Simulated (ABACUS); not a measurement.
**Energy of Ti along an even scaling of the cell**

System: Ti (Im-3m, 1 atom in the cell).
Method: Kohn-Sham DFT of a periodic cell, PBE, PseudoDojo NC SR 0.4.1 PBE standard, no spin polarisation (ABACUS 3.10.1).

The 7 runs differ only in the geometry, by an even scaling of the cell at fixed fractional positions. The structure derives from an entry of the Crystallography Open Database.

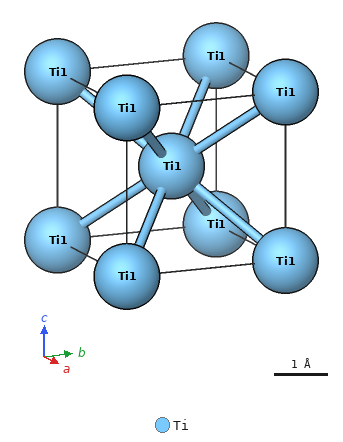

Figure 1. The structure of run 4 (ball-and-stick view of the cell 2 times as large as that of the calculation, set on its symmetry axes, seen slightly off an axis; atoms are numbered from 1 in the order of the input).

### The input of run 4
```
INPUT_PARAMETERS
suffix              Ti
calculation         scf
basis_type          pw
pseudo_dir          ./
symmetry            1
dft_functional      pbe
ecutwfc             84
pseudo_rcut         10
nspin               1
nbands              10
ks_solver           dav
smearing_method     fd
smearing_sigma      0.00367493
scf_thr             1e-08
scf_nmax            100
mixing_type         broyden
mixing_beta         0.7
cal_force           1
cal_stress          1
kpar                4
```

### File STRU of run 4
```
ATOMIC_SPECIES
Ti 47.8670 Ti.upf

LATTICE_CONSTANT
1.8897261246

LATTICE_VECTORS
-1.6410000000 1.6410000000 1.6410000000
1.6410000000 -1.6410000000 1.6410000000
1.6410000000 1.6410000000 -1.6410000000

ATOMIC_POSITIONS
Direct

Ti
0.0
1
0.0000000000 0.0000000000 0.0000000000 1 1 1
```

### File KPT of run 4
```
K_POINTS
0
Gamma
11 11 11 0 0 0
```

Command:
```bash
OMP_NUM_THREADS=1 mpirun -np 4 abacus > log
```

Run 2 differs from it as follows:
```diff
--1.6410000000 1.6410000000 1.6410000000
-1.6410000000 -1.6410000000 1.6410000000
-1.6410000000 1.6410000000 -1.6410000000
+-1.6188216056 1.6188216056 1.6188216056
+1.6188216056 -1.6188216056 1.6188216056
+1.6188216056 1.6188216056 -1.6188216056
```

### Results, with one run withheld

```tsv
run	volume per atom (Å³)	free energy per atom, from the lowest run given (meV)	pressure (GPa)
1	16.616	8.40	4.34
2	16.969	?	?
3	17.323	0.00	−0.31
4	17.676	3.05	−2.34
5	18.030	10.37	−4.20
6	18.383	21.61	−5.94
7	18.737	36.41	−7.50
```

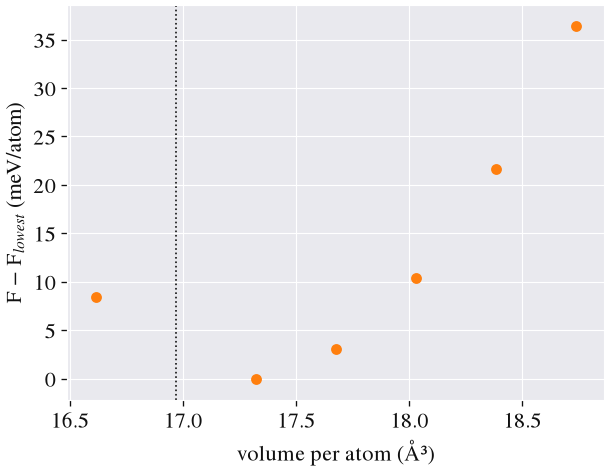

Figure 2. Free energy per atom of the runs given; the dotted line marks run 2.

Estimate the energy of run 2 from the others.

A cubic polynomial in V^(−2/3) (the Birch–Murnaghan form), fitted to the 6 runs given, misses them by at most 0.01 meV per atom. With x = V^(−2/3) − 0.14684 Å⁻², it reads F = 4.6258 − 3284.7 x + 5.7776e+05 x² − 9.9042e+05 x³ (meV per atom). At run 2 it gives 1.64 meV per atom, and the run itself gives 1.63. The slope of the fit gives a pressure −dF/dV of 1.87 GPa there, and the run prints 1.91 GPa. The fit has its minimum at 17.264 Å³ per atom, where V d²F/dV² gives 105 GPa: the bulk modulus at this level, since symmetry fixes the shape and the positions.

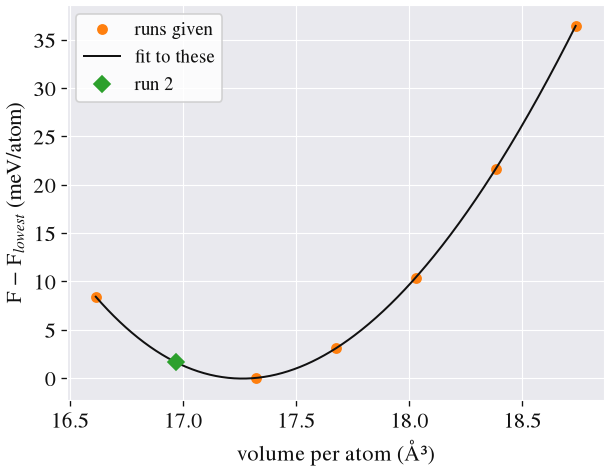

Figure 3. The fit and the withheld run.

### Some lines of the output (run 2)
```
[...]
                          Volume (Bohr^3) = 114.513
                             Volume (A^3) = 16.969
 E_Fermi        1.0267255927         13.9693183431
 E_Fermi        0.9767013584         13.2887037187
 E_Fermi        0.9943919606         13.5293967100
 E_Fermi        0.9934127736         13.5160741868
 E_Fermi        0.9933831658         13.5156713518
 E_Fermi        0.9932980286         13.5145130008
 E_KS(sigma->0) -118.7020396362      -1615.0241032741
 E_Fermi        0.9933364003         13.5150350754
 final etot is -1615.0345445 eV
 EFERMI = 13.515035075 eV
 TOTAL-PRESSURE: 19.140834 KBAR
 !FINAL_ETOT_IS -1615.0345445486141216 eV
```
